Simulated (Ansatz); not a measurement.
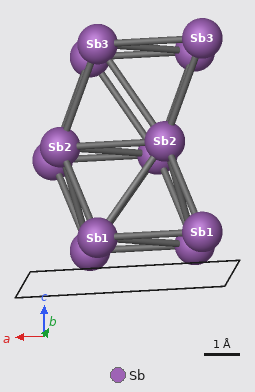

Starting structure of a slab of composition Sb (cut from the P6_3/mmc phase). Style: ball-and-stick. Shown: the 2 × 2 repeat of the cell, outlined in the plane, without the vacuum, from a free direction.

Case: clean slab, lower half held. The slab is the (0 0 1) face of Sb. 1 atoms are held fixed.

These are results of DFT r2SCAN, scalar-relativistic, plane waves, PAW in Ansatz, not measurements.

Input file:
```yaml
crystal:
  lattice:
    - [3.349384706, 0.0, 0.0]
    - [-1.674692353, 2.9006522425, 0.0]
    - [0.0, 0.0, 22.5846319197]
  atoms:
    - { symbol: Sb, position: [0.3333333333, 0.6666666667, 0.3763621223] }
    - { symbol: Sb, position: [0.6666666667, 0.3333333333, 0.5] }
    - { symbol: Sb, position: [0.3333333333, 0.6666666667, 0.6236378777] }
basis:
  ecutwfc: 500
kpoints:
  mp_grid: { grid: [9, 9, 1] }
hamiltonian:
  xc: r2scan
scf:
  occupations: { method: gaussian, width: 0.1 }
output:
  forces: true
  eigenvalues: true
relax:
  adjacent_minimum: "off"
  f_tol: 0.03
  max_steps: 70
  constraints: [{ sites: [0] }]
efield:
  axis: 3
  dipole_correction: true
```

> Predict the outcome.

The energy falls by 58.8 meV per cell of the calculation in 3 geometry steps. The largest force component goes from 0.36 to 0.0018 eV/Å. The largest move is that of Sb3, 0.30 Å along the normal (−c). The cell doesn't change. Near-neighbour distances that change, for instance: Sb2–Sb3 3.397 → 3.272 Å, Sb1–Sb2 3.397 → 3.275 Å. The run took about 40 core-seconds on a shared host.

History of the run:

```
step  E − E(0), meV/atom  largest force component, eV/Å
   0                0.00                         0.3582
   1              -16.76                         0.1436
   2              -19.32                         0.0513
   3              -19.59                         0.0018
```

After the run, drawn alike:

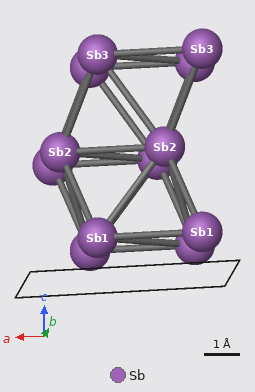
